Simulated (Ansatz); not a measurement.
# HfO2: the cell at several levels of theory, part 2 of 3

Ansatz 0.2.0, plane waves. The steps go on from the part before.

## (3) Relaxing with r2SCAN

Start: the result of step 2.

The input, input.yaml:

```yaml
crystal:
  lattice:
    - [3.604319779, 0.0, 0.0]
    - [0.0, 3.604319779, 0.0]
    - [0.0, 0.0, 5.2636257621]
  atoms:
    - { symbol: Hf, position: [0.5, 0.5, 0.5] }
    - { symbol: Hf, position: [0.0, 0.0, 0.0] }
    - { symbol: O, position: [0.0, 0.5, 0.6932842053] }
    - { symbol: O, position: [0.5, 0.0, 0.8067157947] }
    - { symbol: O, position: [0.5, 0.0, 0.3067157947] }
    - { symbol: O, position: [0.0, 0.5, 0.1932842053] }
kpoints:
  mp_grid: { grid: [6, 6, 4] }
hamiltonian:
  xc: r2scan
scf:
  occupations: { method: fermi_dirac, width: 0.02 }
relax:
  f_tol: 0.005
  cell: {}
output:
  write_density: true
  write_potential: true
  elf: true
  volumetric_format: npy
```

Launch:

```console
> ansatz run input.yaml --threads 4 --pin off --max-ram 6451MiB --backend cpu --events-out ev --progress --plain --runs-dir out
```

What it wrote:

```text
Warning: RAYON_NUM_THREADS=4 ignored (pool sized by the plan → 4); use --threads N
Engine: ansatz 0.2.0, aarch64-unknown-linux-gnu
Pseudopotentials: kind: paw
Pseudopotential: Hf, paw, valence charge 26, recommended cutoff 500 eV (meta_gga), Hf.paw.azcp
Pseudopotential: O, paw, valence charge 6, recommended cutoff 500 eV (meta_gga), O.paw.azcp
Functional definition: r2SCAN
  parameter k0 = 0.174
  parameter k1 = 0.065
  parameter a1 = 4.9479
  exchange = r2scan_x(k0 = k0, k1 = k1, a1 = a1)
  correlation = r2scan_c
Crystal: 6 atoms, lattice volume = 68.380 Å³
Basis set: ecut = 500 eV, 1787 PW (Γ), exchange–correlation on 108×108×160 points (64 copies of the dense FFT grid, shifted against one another)
Bands: 46, of which v1, the nominal top of the filled ones, is band 38 counted from 1 (37 counted from 0)
Symmetry: 16 space group operations
Space group: P42/nmc (ITA 137), of the structure as read, at distance tolerance 4.1e-5 Å
k-points: 30 of 144
Non-local potential: Hf, projectors of the file, l = 0: 3, l = 1: 2, l = 2: 2, l = 3: 3
Non-local potential: O, projectors of the file, l = 0: 2, l = 1: 2, l = 2: 1
PAW form: soft (Blöchl's): semilocal exchange-correlation on the pseudo side does not see the compensation charge
PAW frozen core: Hf, regenerated for the run's functional (the file was generated under x = pbe(κ = 0.804, μ = 0.2195149727645171), c = pbe(β = 0.06672455060314922))
PAW frozen core: O, regenerated for the run's functional (the file was generated under x = pbe(κ = 0.804, μ = 0.2195149727645171), c = pbe(β = 0.06672455060314922))
PAW one-centre angular grid: Hf, 974 points (default); XC on 160 Gauss nodes
PAW one-centre angular grid: O, 302 points (default); XC on 160 Gauss nodes
Initial density: superposition of atomic densities (neutral atoms: chi_scale 0, normalization atom), corrected by the library's trained network
Initial wavefunctions: pseudopotential atomic-orbital guess
Functional: x = r2scan, c = r2scan; τ floored in thin density (d = 2e-4 eV/Å³)
SCF iter   1: F=—  HF=-33752.447474 eV  |F-HF|=—  |Δ(HF+E_count)|=         —  Δρ=1.05e-2  dr2=6.30e-2  dr2_τ=4.15e-1  ethr=1.77e-3  ⟨swp⟩=6.2  Hψ=4436  notcnv=0
preconditioner: auto → Resta (q_TF=auto, 2.777 Å⁻¹)  ε∞=4.9  [insulator: Δε(μ)=5.350 eV  Ē_g=19.194 eV  σ=0.020 eV  W_gap=1.00  n_scr=28 (ndim 8)  ℏωp=38.1 eV  f_vac=0.061  D(μ)=0.00/eV (n_scr^D=0)  ε∞_Penn≈4.9]
SCF iter   2: F=—  HF=-33752.549362 eV  |F-HF|=—  |Δ(HF+E_count)|=   1.02e-1  Δρ=5.53e-3  dr2=1.55e-2  dr2_τ=2.47e-3  ethr=8.29e-5  ⟨swp⟩=2.1  Hψ=2901  notcnv=0  defer=104
SCF iter   3: F=—  HF=-33752.548782 eV  |F-HF|=—  |Δ(HF+E_count)|=   5.81e-4  Δρ=3.33e-3  dr2=3.04e-3  dr2_τ=7.42e-4  ethr=2.05e-5  ⟨swp⟩=2.0  Hψ=2192  notcnv=0  defer=104
SCF iter   4: F=—  HF=-33752.549062 eV  |F-HF|=—  |Δ(HF+E_count)|=   2.80e-4  Δρ=8.84e-4  dr2=3.68e-4  dr2_τ=6.67e-5  ethr=4.00e-6  ⟨swp⟩=2.0  Hψ=1696  notcnv=0  defer=104
SCF iter   5: F=—  HF=-33752.549088 eV  |F-HF|=—  |Δ(HF+E_count)|=   2.61e-5  Δρ=1.69e-4  dr2=8.13e-6  dr2_τ=2.02e-6  ethr=4.84e-7  ⟨swp⟩=2.0  Hψ=2343  notcnv=0  defer=104
SCF iter   6: F=—  HF=-33752.549086 eV  |F-HF|=—  |Δ(HF+E_count)|=   1.64e-6  Δρ=1.97e-5  dr2=1.76e-7  dr2_τ=6.62e-8  ethr=1.07e-8  ⟨swp⟩=2.0  Hψ=2416  notcnv=0  defer=104
SCF iter   7: F=-33752.549086 eV  HF=-33752.549086 eV  |F-HF|=1.28e-9  |Δ(HF+E_count)|=   4.89e-8  Δρ=6.50e-6  dr2=2.92e-8  dr2_τ=2.14e-9  ethr=1.32e-10  ⟨swp⟩=7.6  Hψ=8560  notcnv=0
SCF 1 converged in 7 iterations: F = -33752.549086 eV  dr2 = 2.92e-8
relax step   1: F+E_penalty+E_count = -33752.54908619 eV  Δ(F+E_penalty+E_count) = +0.000e0 eV  max|allowed force component| = 8.078e-2 eV/Å  Δτ_max = 0.0000 Å  P = -5.797 GPa  Ω = 68.380 Å³  (7 SCF iters, dr2 threshold 1.00e-7 eV, accepted)
Crystal: 6 atoms, lattice volume = 66.175 Å³
Basis set: ecut = 500 eV, 1707 PW (Γ), exchange–correlation on 108×108×160 points (64 copies of the dense FFT grid, shifted against one another)
Initial density: handed on by an earlier stage of this run
Initial wavefunctions: those handed on with the density
iter 1 solved again at ethr=1.24e-5 eV; its pass at ethr=3.10e-3 eV (dr2=9.39e-3 eV) is discarded
SCF iter   1: F=—  HF=-33752.533772 eV  |F-HF|=—  |Δ(HF+E_count)|=         —  Δρ=4.11e-3  dr2=1.01e-2  dr2_τ=7.66e-2  ethr=1.24e-5  ⟨swp⟩=1.8  Hψ=6114  notcnv=0
preconditioner: auto → Resta (q_TF=auto, 2.792 Å⁻¹)  ε∞=5.1  [insulator: Δε(μ)=5.307 eV  Ē_g=19.194 eV  σ=0.020 eV  W_gap=1.00  n_scr=28 (ndim 8)  ℏωp=38.7 eV  f_vac=0.056  D(μ)=0.00/eV (n_scr^D=0)  ε∞_Penn≈5.1]
SCF iter   2: F=—  HF=-33752.579392 eV  |F-HF|=—  |Δ(HF+E_count)|=   4.56e-2  Δρ=2.37e-3  dr2=3.84e-3  dr2_τ=1.71e-4  ethr=1.24e-5  ⟨swp⟩=2.3  Hψ=2776  notcnv=0
SCF iter   3: F=—  HF=-33752.579150 eV  |F-HF|=—  |Δ(HF+E_count)|=   2.42e-4  Δρ=1.27e-3  dr2=1.10e-3  dr2_τ=9.94e-5  ethr=5.06e-6  ⟨swp⟩=2.0  Hψ=2517  notcnv=0
SCF iter   4: F=—  HF=-33752.578512 eV  |F-HF|=—  |Δ(HF+E_count)|=   6.38e-4  Δρ=4.58e-4  dr2=1.57e-4  dr2_τ=1.39e-5  ethr=1.44e-6  ⟨swp⟩=2.0  Hψ=2460  notcnv=0
SCF iter   5: F=—  HF=-33752.578527 eV  |F-HF|=—  |Δ(HF+E_count)|=   1.50e-5  Δρ=2.32e-4  dr2=3.68e-5  dr2_τ=5.22e-6  ethr=2.07e-7  ⟨swp⟩=2.0  Hψ=2276  notcnv=0
SCF iter   6: F=—  HF=-33752.578519 eV  |F-HF|=—  |Δ(HF+E_count)|=   8.66e-6  Δρ=1.68e-4  dr2=1.31e-5  dr2_τ=1.62e-6  ethr=4.84e-8  ⟨swp⟩=2.0  Hψ=2503  notcnv=0
SCF iter   7: F=-33752.578518 eV  HF=-33752.578518 eV  |F-HF|=1.03e-7  |Δ(HF+E_count)|=   7.20e-7  Δρ=2.02e-5  dr2=2.34e-7  dr2_τ=4.84e-8  ethr=7.89e-10  ⟨swp⟩=6.9  Hψ=9899  notcnv=0
SCF 2 converged in 7 iterations: F = -33752.578518 eV  dr2 = 2.34e-7
relax step   2: F+E_penalty+E_count = -33752.57851790 eV  Δ(F+E_penalty+E_count) = -2.943e-2 eV  max|allowed force component| = 6.836e-2 eV/Å  Δτ_max = 0.0093 Å  P = +1.827 GPa  Ω = 66.175 Å³  energy of the carried Pulay correction = +1.143e-3 eV  (7 SCF iters, dr2 threshold 6.00e-7 eV, accepted)
Crystal: 6 atoms, lattice volume = 66.641 Å³
iter 1 solved again at ethr=8.20e-7 eV; its pass at ethr=3.10e-3 eV (dr2=6.23e-4 eV) is discarded
SCF iter   1: F=—  HF=-33752.578479 eV  |F-HF|=—  |Δ(HF+E_count)|=         —  Δρ=8.91e-4  dr2=4.99e-4  dr2_τ=3.27e-3  ethr=8.20e-7  ⟨swp⟩=2.0  Hψ=6086  notcnv=0
preconditioner: auto → Resta (q_TF=auto, 2.789 Å⁻¹)  ε∞=5.1  [insulator: Δε(μ)=5.279 eV  Ē_g=19.125 eV  σ=0.020 eV  W_gap=1.00  n_scr=28 (ndim 8)  ℏωp=38.6 eV  f_vac=0.066  D(μ)=0.00/eV (n_scr^D=0)  ε∞_Penn≈5.1]
SCF iter   2: F=—  HF=-33752.580871 eV  |F-HF|=—  |Δ(HF+E_count)|=   2.39e-3  Δρ=5.30e-4  dr2=1.92e-4  dr2_τ=8.30e-6  ethr=6.56e-7  ⟨swp⟩=2.0  Hψ=2756  notcnv=0
SCF iter   3: F=—  HF=-33752.580860 eV  |F-HF|=—  |Δ(HF+E_count)|=   1.07e-5  Δρ=3.14e-4  dr2=6.54e-5  dr2_τ=6.61e-6  ethr=2.53e-7  ⟨swp⟩=2.0  Hψ=2277  notcnv=0
SCF iter   4: F=—  HF=-33752.580822 eV  |F-HF|=—  |Δ(HF+E_count)|=   3.80e-5  Δρ=1.15e-4  dr2=8.69e-6  dr2_τ=7.06e-7  ethr=8.60e-8  ⟨swp⟩=2.0  Hψ=2454  notcnv=0
SCF iter   5: F=—  HF=-33752.580824 eV  |F-HF|=—  |Δ(HF+E_count)|=   1.48e-6  Δρ=6.31e-5  dr2=2.59e-6  dr2_τ=3.45e-7  ethr=1.14e-8  ⟨swp⟩=2.0  Hψ=2401  notcnv=0
SCF iter   6: F=—  HF=-33752.580823 eV  |F-HF|=—  |Δ(HF+E_count)|=   7.35e-7  Δρ=3.81e-5  dr2=6.60e-7  dr2_τ=8.48e-8  ethr=3.41e-9  ⟨swp⟩=2.0  Hψ=2280  notcnv=0
SCF iter   7: F=-33752.580823 eV  HF=-33752.580823 eV  |F-HF|=1.05e-8  |Δ(HF+E_count)|=   2.56e-8  Δρ=6.08e-6  dr2=2.05e-8  dr2_τ=1.84e-9  ethr=7.89e-10  ⟨swp⟩=8.0  Hψ=8909  notcnv=0
SCF 3 converged in 7 iterations: F = -33752.580823 eV  dr2 = 2.05e-8
relax step   3: F+E_penalty+E_count = -33752.58082292 eV  Δ(F+E_penalty+E_count) = -2.305e-3 eV  max|allowed force component| = 1.506e-2 eV/Å  Δτ_max = 0.0004 Å  P = +0.022 GPa  Ω = 66.641 Å³  energy of the carried Pulay correction = +8.983e-4 eV  (7 SCF iters, dr2 threshold 6.00e-7 eV, accepted)
[... 8 lines left out ...]
relax step   4: F+E_penalty+E_count = -33752.58097646 eV  Δ(F+E_penalty+E_count) = -1.535e-4 eV  max|allowed force component| = 2.105e-2 eV/Å  Δτ_max = 0.0006 Å  P = -0.100 GPa  Ω = 66.647 Å³  energy of the carried Pulay correction = +8.950e-4 eV  (4 SCF iters, dr2 threshold 4.01e-7 eV, accepted)
[... 10 lines left out ...]
relax step   5: F+E_penalty+E_count = -33752.58116084 eV  Δ(F+E_penalty+E_count) = -1.844e-4 eV  max|allowed force component| = 1.649e-2 eV/Å  Δτ_max = 0.0093 Å  P = +0.024 GPa  Ω = 66.486 Å³  energy of the carried Pulay correction = +9.795e-4 eV  (6 SCF iters, dr2 threshold 1.10e-7 eV, accepted)
[... 10 lines left out ...]
relax step   6: F+E_penalty+E_count = -33752.58126836 eV  Δ(F+E_penalty+E_count) = -1.075e-4 eV  max|allowed force component| = 5.479e-4 eV/Å  Δτ_max = 0.0042 Å  P = +0.001 GPa  Ω = 66.551 Å³  energy of the carried Pulay correction = +9.455e-4 eV  (6 SCF iters, dr2 threshold 1.70e-8 eV, accepted)
Initial wavefunctions: pseudopotential atomic-orbital guess (no wavefunctions were taken with the density)
iter 1 solved again at ethr=4.57e-8 eV; its pass at ethr=3.10e-3 eV (dr2=3.48e-5 eV) is discarded
SCF iter   1: F=—  HF=-33752.580235 eV  |F-HF|=—  |Δ(HF+E_count)|=         —  Δρ=8.63e-5  dr2=4.72e-7  dr2_τ=1.93e-6  ethr=4.57e-8  ⟨swp⟩=3.5  Hψ=8470  notcnv=0
preconditioner: auto → Resta (q_TF=auto, 2.789 Å⁻¹)  ε∞=5.1  [insulator: Δε(μ)=5.265 eV  Ē_g=19.133 eV  σ=0.020 eV  W_gap=1.00  n_scr=28 (ndim 8)  ℏωp=38.6 eV  f_vac=0.065  D(μ)=0.00/eV (n_scr^D=0)  ε∞_Penn≈5.1]
SCF iter   2: F=—  HF=-33752.580235 eV  |F-HF|=—  |Δ(HF+E_count)|=   5.81e-7  Δρ=4.57e-5  dr2=1.44e-7  dr2_τ=1.57e-7  ethr=6.21e-10  ⟨swp⟩=2.0  Hψ=2325  notcnv=0
SCF iter   3: F=—  HF=-33752.580235 eV  |F-HF|=—  |Δ(HF+E_count)|=   2.47e-7  Δρ=7.66e-6  dr2=6.40e-9  dr2_τ=5.46e-9  ethr=1.89e-10  ⟨swp⟩=2.0  Hψ=2280  notcnv=0
SCF iter   4: F=—  HF=-33752.580235 eV  |F-HF|=—  |Δ(HF+E_count)|=   2.02e-9  Δρ=1.43e-6  dr2=1.09e-9  dr2_τ=1.58e-10  ethr=8.42e-12  ⟨swp⟩=2.1  Hψ=2525  notcnv=0
SCF iter   5: F=—  HF=-33752.580235 eV  |F-HF|=—  |Δ(HF+E_count)|=  1.16e-10  Δρ=7.16e-7  dr2=2.70e-10  dr2_τ=2.46e-11  ethr=1.44e-12  ⟨swp⟩=2.4  Hψ=1901  notcnv=0
SCF iter   6: F=—  HF=-33752.580235 eV  |F-HF|=—  |Δ(HF+E_count)|=  5.82e-11  Δρ=4.51e-7  dr2=9.96e-11  dr2_τ=1.39e-11  ethr=1.00e-12  ⟨swp⟩=2.0  Hψ=1740  notcnv=0
SCF iter   7: F=-33752.580235 eV  HF=-33752.580235 eV  |F-HF|=0.00e0  |Δ(HF+E_count)|=    0.00e0  Δρ=1.59e-7  dr2=1.26e-11  dr2_τ=6.01e-13  ethr=1.00e-12  ⟨swp⟩=5.2  Hψ=6087  notcnv=0
SCF 7 converged in 7 iterations: F = -33752.580235 eV  dr2 = 1.26e-11
relax step   7: F+E_penalty+E_count = -33752.58023483 eV  Δ(F+E_penalty+E_count) = +1.034e-3 eV  max|allowed force component| = 4.261e-4 eV/Å  Δτ_max = 0.0000 Å  P = +0.018 GPa  Ω = 66.551 Å³  stress off target by 1.84e-2 GPa  SCF on the basis re-selected at this cell (its energy is not comparable with the rows above)  (7 SCF iters)
basis re-selected at this cell: Δ(F+E_penalty+E_count) = +1.034e-3 eV, ΔP = +0.016 GPa vs the last step (what re-selecting the basis moved, of the pressure what is left beyond the Pulay correction that the steps carried, after the strain that the cell walked since its last selection, with what the two solves' SCF thresholds leave and, on support functions, any second-order correction that the steps lacked; it is no measure of the basis error at this ecutwfc). This SCF's stress stands 1.84e-2 GPa from its target on what of the cell is left free (relax.cell.stress_tol is 5.00e-2 GPa) and its largest allowed force component is 4.26e-4 eV/Å (relax.f_tol is 5.00e-3 eV/Å): within both
SCF converged after 7 iterations
Free energy (F): -33752.580235 eV
Harris-Foulkes:  -33752.580235 eV  (|F-HF|=0.00e0)
Internal energy: -33752.580235 eV  (E = F + TS)
E sigma→0 (E₀):  -33752.580235 eV
Fermi energy:    17.140692 eV
--- Per-component energies (eV) ---
  E_band       = 16.461783
  E_kinetic    = 1550.267097
  E_local      = -11684.029917  (includes V_loc(G=0)·N_el)
  E_nonlocal   = -2304.660584
  E_hartree    = 5355.412020
  E_xc         = -862.157203
  E_vxc        = -1010.851187  (∫ρ·V_xc dr)
  E_paw        = -14543.152449  (= ΣΔE_a)
  E_vpaw       = 2699.581873  (= ΣTr[D̂ρ^β])
  E_aug_tail   = 0.004050  (compensation charges beyond the density's cutoff)
  E_vtau       = 55.326453  (kinetic-family band-sum trace: ∫τ·v_τ [+ j·A + Jᵃ·Aᵃ] dr)
  E_ewald      = -11264.778528
  E_core_change = 0.515280  (= ΣΔE_core)
  E_smearing   = -0.000000  (= −TS)
  E_closure    = -0.000000  (closes the sum)
  Σ components = -33752.580235   (vs F -33752.580235, Δ=0.00e0)
--- Forces (eV/Å), atoms counted from 1 ---
  atom   1  Hf     0.00000000     0.00000000     0.00000000
  atom   2  Hf     0.00000000     0.00000000    -0.00000000
  atom   3  O      0.00000000     0.00000000    -0.00042611
  atom   4  O      0.00000000     0.00000000     0.00042611
  atom   5  O      0.00000000     0.00000000     0.00042611
  atom   6  O      0.00000000     0.00000000    -0.00042611
  max |Σ_I F_I| component: 2.78e-17 eV/Å
--- Stress (GPa, compression-positive) ---
        0.017640       0.000000       0.000000
        0.000000       0.017640       0.000000
        0.000000       0.000000       0.018449
  P = ⅓ Tr σ = 0.0179 GPa (0.179 kbar)
--- Band table (eV; the first three rows and the last of 30) ---
  k-point 0: bands = ["-47.2984", "-47.2822", "-15.6776", "-15.2901", "-15.2901", "-15.2504", "-15.1851", "-15.1851", "-4.4955", "-2.9414", "-2.6264", "-2.1447", "4.3425", "4.3425", "4.3470", "4.3554", "4.3554", "4.3701", "4.3769", "4.3856", "4.3856", "4.4008", "4.4031", "4.4031", "4.4072", "4.5511", "9.2120", "9.7323", "9.9377", "9.9377", "11.8264", "11.8264", "13.1593", "13.1593", "13.8240", "14.3566", "14.4257", "14.4257", "19.7605", "19.7846", "21.0032", "21.1824", "21.6215", "22.6149", "24.0821", "24.0821"]
  k-point 1: bands = ["-47.2960", "-47.2846", "-15.6196", "-15.3180", "-15.2749", "-15.2749", "-15.2005", "-15.2005", "-4.2520", "-2.9508", "-2.8279", "-2.2523", "4.3446", "4.3446", "4.3477", "4.3576", "4.3576", "4.3803", "4.3835", "4.3835", "4.3886", "4.3911", "4.3972", "4.4004", "4.4004", "4.5142", "9.7590", "10.0967", "10.0967", "10.3176", "11.3380", "11.3380", "12.9267", "13.4911", "13.5351", "13.5351", "14.4608", "14.4608", "19.9596", "20.0792", "20.9406", "20.9987", "22.3244", "23.4800", "24.1816", "24.1816"]
  k-point 2: bands = ["-47.2903", "-47.2903", "-15.4736", "-15.4736", "-15.2404", "-15.2404", "-15.2352", "-15.2352", "-3.6352", "-3.6352", "-2.5428", "-2.5428", "4.3473", "4.3473", "4.3591", "4.3591", "4.3607", "4.3607", "4.3821", "4.3821", "4.3887", "4.3887", "4.3970", "4.3970", "4.4444", "4.4444", "10.4343", "10.4343", "10.7747", "10.7747", "11.1919", "11.1919", "11.7882", "11.7882", "13.8080", "13.8080", "14.4958", "14.4958", "20.4177", "20.4177", "20.7269", "20.7269", "23.7768", "23.7768", "24.4372", "24.4372"]
  k-point 29: bands = ["-47.2793", "-47.2793", "-15.5341", "-15.5341", "-15.5341", "-15.5341", "-15.3457", "-15.3457", "-2.5809", "-2.5809", "-2.5809", "-2.5809", "4.3240", "4.3240", "4.3468", "4.3468", "4.3587", "4.3587", "4.3587", "4.3587", "4.3632", "4.3632", "4.4116", "4.4116", "4.4116", "4.4116", "9.9958", "9.9958", "10.0792", "10.0792", "12.5971", "12.5971", "12.5971", "12.5971", "13.0510", "13.0510", "14.4725", "14.4725", "20.9574", "20.9574", "21.3219", "21.3219", "22.3903", "22.3903", "22.3903", "22.3903"]
--- Relaxed structure (6 steps of the walk, 6 accepted, 1 SCFs on fresh bases) ---
  F+E_penalty+E_count = -33752.58023483 eV   max|allowed force component| = 4.261e-4 eV/Å   (the final SCF, on the basis selected at the relaxed cell)
  cell:  # Å, volume = 66.5506 Å³
    - [3.5766927267926265, -4.5090896504200864e-34, 0.0]
    - [-4.5090896504200864e-34, 3.5766927267926265, 0.0]
    - [0.0, 0.0, 5.202223767971117]
  atoms:
    - { symbol: Hf, position: [0.5, 0.5, 0.5] }
    - { symbol: Hf, position: [2.991743844253148e-36, -1.0436315735766796e-37, -5.664452810842682e-20] }
    - { symbol: O, position: [1.3219333265304655e-36, 0.5, 0.69621022450384] }
    - { symbol: O, position: [0.5, -3.1308947207300556e-37, 0.8037897754961602] }
    - { symbol: O, position: [0.5, 3.1308947207301625e-37, 0.3037897754961602] }
    - { symbol: O, position: [-3.687498226637591e-36, 0.5, 0.19621022450383985] }
```

Wall time 25 s (4 threads of Arm Neoverse V1, shared host); peak memory 0.5 GiB.

The steps:

```csv
step,energy change (meV/atom),largest force (eV/Å),pressure (GPa),volume (Å³/atom)
1,0.0,0.0808,-5.80,11.397
2,-4.9,0.0684,1.83,11.029
3,-5.3,0.0151,0.02,11.107
4,-5.3,0.0211,-0.10,11.108
5,-5.3,0.0165,0.02,11.081
6,-5.4,0.0005,0.00,11.092
7,-5.2,0.0004,0.02,11.092
```

Step 7 solves the same cell on a plane-wave basis chosen anew, so the energy can jump there without a move.

The table lists every geometry solved, with passes on a fresh basis, whose energies don't compare exactly with the rows above.

|  | before | after | change |
| --- | --- | --- | --- |
| a (Å) | 3.604 | 3.577 | -0.77 % |
| c (Å) | 5.264 | 5.202 | -1.17 % |
| volume (Å³/atom) | 11.397 | 11.092 | -2.68 % |
| shortest distance (Å) | 2.070 | 2.059 | -0.50 % |
| space group | P4_2/nmc | P4_2/nmc | same |

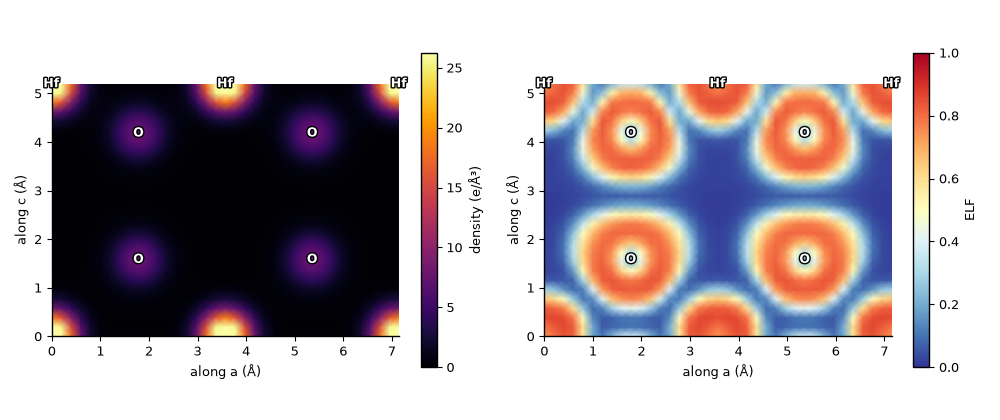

Density (left) and ELF (right) in a lattice plane of the grid's cell (edges 3.58 and 5.20 Å, at 0.000 of the third edge), which holds Hf and O. Only atoms in the plane are labelled; the density scale stops at 26.25 e/Å³. Both are smooth fields of the valence electrons: close to the nuclei they are not physical.

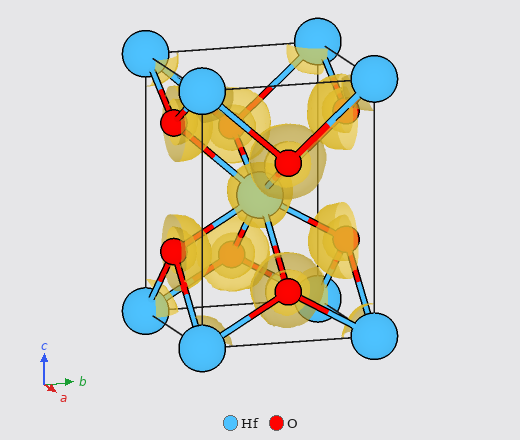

Surface of ELF = 0.78, drawn in one cell.

The highest ELF values outside the cores: 0.84 in the shell around O, 0.6 Å from O.

(Part 2 of 3 ends here.)
